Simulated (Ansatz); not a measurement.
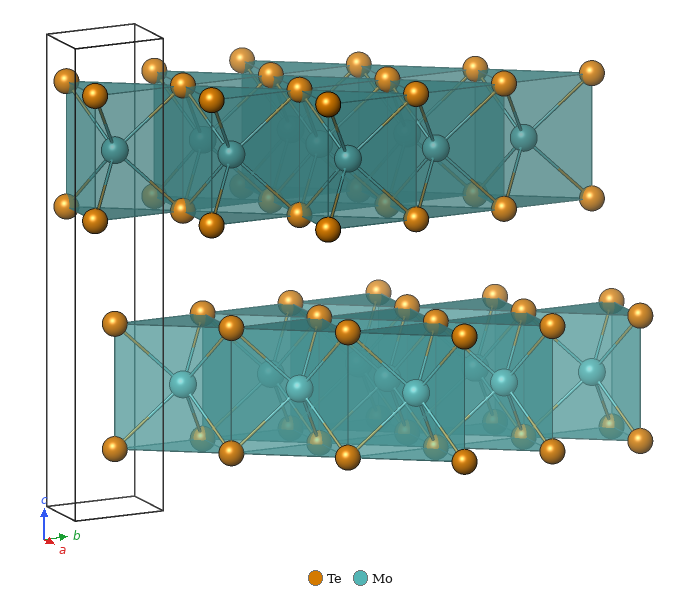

Polyhedra are drawn about Mo (bonds: Mo–Te below 3.1 Å); other atoms are plain spheres.

Te₂Mo: the input geometry of an electronic-structure calculation (not necessarily at equilibrium).

Sharing among the drawn polyhedra:

```tsv
site	polyhedron	corner-sharing neighbours	edge-sharing	face-sharing	bond (Å)
Mo	MoTe6 trigonal prism	0	6	0	2.72
```

They form layers of edge-sharing trigonal prisms parallel to (001).
